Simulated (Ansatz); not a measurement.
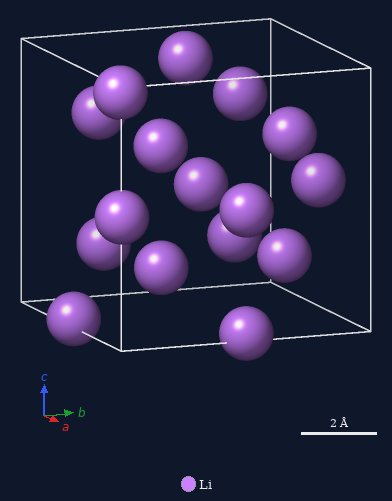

Starting frame of a dynamics run of a 16-atom cell of Li. It starts from the last geometry of an earlier run, with fresh velocities. Style: spheres-only. Shown: the simulation cell, slightly off an axis.

Theory: Ansatz 0.2.0, DFT r2SCAN, scalar-relativistic, plane waves, PAW.

The input:
```yaml
accuracy: low
crystal:
  lattice:
    - [7.205315, 0.0, 0.0]
    - [0.0, 7.205315, 0.0]
    - [0.0, 0.0, 7.205315]
  atoms:
    - { symbol: Li, position: [-0.04043042, 0.01285973, -0.02694379] }
    - { symbol: Li, position: [0.51049873, 0.0060653, 0.03076103] }
    - { symbol: Li, position: [-0.03460706, 0.51532595, 0.02244484] }
    - { symbol: Li, position: [-0.00982647, 0.00673057, 0.50620953] }
    - { symbol: Li, position: [0.2408574, 0.23383297, 0.25004381] }
    - { symbol: Li, position: [0.48147281, 0.46536214, -0.01919273] }
    - { symbol: Li, position: [0.49914967, -0.00878608, 0.48151062] }
    - { symbol: Li, position: [0.74454779, 0.26317785, 0.24928946] }
    - { symbol: Li, position: [-0.01741399, 0.50969722, 0.49389202] }
    - { symbol: Li, position: [0.25774316, 0.75175525, 0.24531138] }
    - { symbol: Li, position: [0.25307618, 0.20957011, 0.75071874] }
    - { symbol: Li, position: [0.5152497, 0.51431935, 0.50459197] }
    - { symbol: Li, position: [0.74360009, 0.7571107, 0.258552] }
    - { symbol: Li, position: [0.75168217, 0.25783013, 0.71369107] }
    - { symbol: Li, position: [0.25897578, 0.77393131, 0.78089807] }
    - { symbol: Li, position: [0.75605245, 0.77267914, 0.72153969] }
basis:
  ecutwfc: 500.0
kpoints:
  mp_grid: { grid: [2, 2, 2] }
hamiltonian:
  xc: r2scan
scf:
  occupations: { method: fermi_dirac, width: 0.11 }
  lower_state_search: "off"
md:
  timestep: 1
  n_steps: 80
  ensemble: nve
  temperature: 780.0
  initial_velocities: maxwell_boltzmann
  seed: 423789
```

Run as
```bash
ansatz run input.yaml --threads 1 --pin off --max-ram 3072MiB --backend cpu --events-out ev --progress --plain --runs-dir out
```

Question: Predict how the run goes.

Answer: The mean temperature in the second half is 342 K (standard deviation 44 K). The potential energy in the second half lies on average 53.0 meV per atom above the first frame. In the second half of the run the atoms are, in the root-mean-square, this far from where they began (common drift taken out): Li 0.62 Å. The run lasts only 80 fs, too short to tell vibration from diffusion.

Along the run (each row but the first and the last is the mean over the interval that it begins):

```tsv
time (fs)	potential energy (meV/atom)	T (K)
0.0	0.0	780
13.0	16.5	644
26.0	34.9	492
39.0	49.8	369
52.0	58.9	294
65.0	51.7	354
78.0	44.9	409
```

The paths of the atoms:

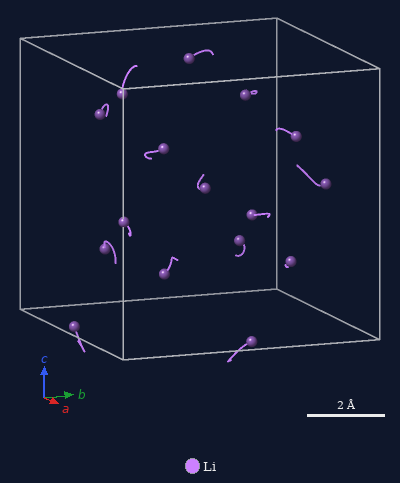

Limits of the set-up: the k-point mesh is coarse for a cell with partly filled bands; the program's low-accuracy preset was used.
